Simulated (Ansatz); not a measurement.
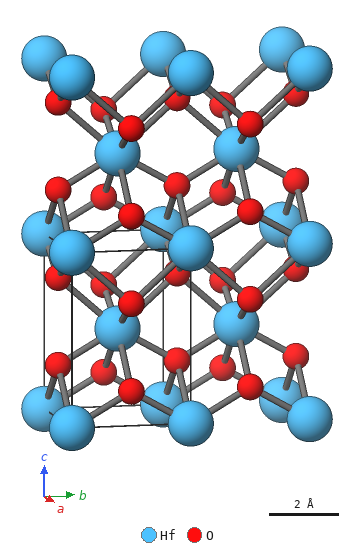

This is a crystal of HfO$_{2}$ (built on the database structure type) at its r2SCAN-relaxed geometry. A ball-and-stick model of the cell of the calculation, repeated 1 × 2 × 2 with one cell outlined, seen slightly off an axis.

The calculation used DFT, HSE06, plane waves, PAW in Ansatz. Settings: plane-wave cutoff 420 eV; k-point mesh 4 × 4 × 4; occupations fixed; no spin polarisation.

The variant: The cell is strained by −2.0 % along c and none across it (volume −2.0 %). The atoms were relaxed with r2SCAN under that strain, and this is a single point on that geometry.

Input
```yaml
crystal:
  lattice:
    - [3.5766926651, 0.0, 0.0]
    - [0.0, 3.5766926651, 0.0]
    - [0.0, 0.0, 5.0981799188]
  atoms:
    - { symbol: Hf, position: [0.5, 0.5, 0.5] }
    - { symbol: Hf, position: [0.0, 0.0, 0.0] }
    - { symbol: O, position: [0.0, 0.5, 0.7025603724] }
    - { symbol: O, position: [0.5, 0.0, 0.7974396276] }
    - { symbol: O, position: [0.5, 0.0, 0.2974396276] }
    - { symbol: O, position: [0.0, 0.5, 0.2025603724] }
kpoints:
  mp_grid: { grid: [4, 4, 4] }
  band_path:
    path:
      - [0.0, 0.0, 0.0]
      - [0.0, 0.5, 0.0]
      - [0.5, 0.5, 0.0]
      - [0.0, 0.0, 0.5]
      - [0.0, 0.5, 0.5]
      - [0.5, 0.5, 0.5]
      - [0.192708, 0.192708, 0.0]
    npoints: 1
hamiltonian:
  xc: hse06
scf:
  occupations: { method: fixed }
  n_extra_bands: 5
output:
  forces: true
  stress: true
  eigenvalues: true
```

Question: Predict the response.

Answer: The energy rises by 3.2 meV per atom. Pressure: −0.1 GPa before, 3.2 GPa after. The principal stresses (compression positive) are 6.6 GPa along c and 1.5 GPa across it. The largest forces, 0.049 eV/Å, act on O3, O4, O5 and O6. The band gap goes from 6.37 to 6.29 eV. Among the bonded contacts that change: Hf–O 2.387 → 2.345 Å, Hf–O 2.059 → 2.065 Å. The space group stays P4_2/nmc (No. 137).

Drawn alike, the variant:

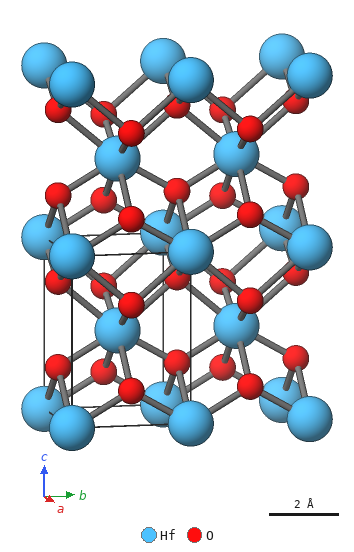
